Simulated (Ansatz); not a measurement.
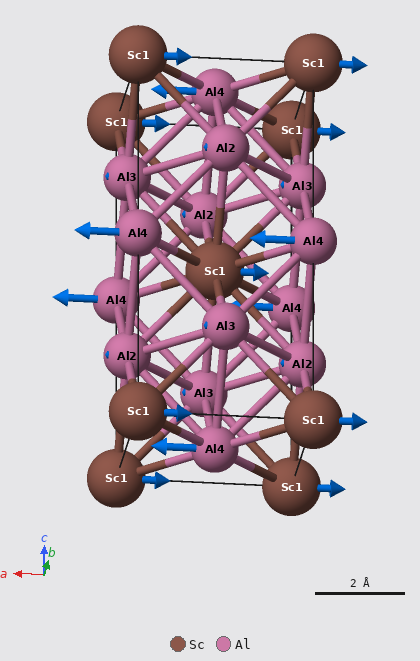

Phonons of solid ScAl$_{3}$ relaxed at 3 GPa, space group I4/mmm (No. 139), at the zone centre. The optical levels lie at 149, 221 (×2), 251, 278 (×2), 314, 332 (×2) cm⁻¹. One mode is drawn. The blue arrows give the relative displacements of the atoms. A ball-and-stick model of the conventional cell (2 times the calculation's cell), seen from a free direction. Lengths and directions refer to the drawn axes.

These are results of Ansatz 0.2.0, DFT PBE, scalar-relativistic, plane waves, PAW, not measurements. (plane-wave cutoff 420 eV; k-point mesh 14 × 14 × 14; occupations fermi dirac; smearing width 0.15 eV; target pressure 3 GPa; no spin polarisation)

The frequencies depend somewhat on the k-mesh and the smearing.

> Which of these frequencies is the drawn mode's?

The level at 332 cm⁻¹. This is the E_u mode (doubly degenerate; one member of the set is drawn), the highest optical level, infrared-active by symmetry. The Al (2b) and Al (4d) sublattices move against the Sc sublattice, along a; the kinetic energy is shared as Al 56 %, Sc 44 %. The crystal is a metal, so free carriers screen the infrared response.
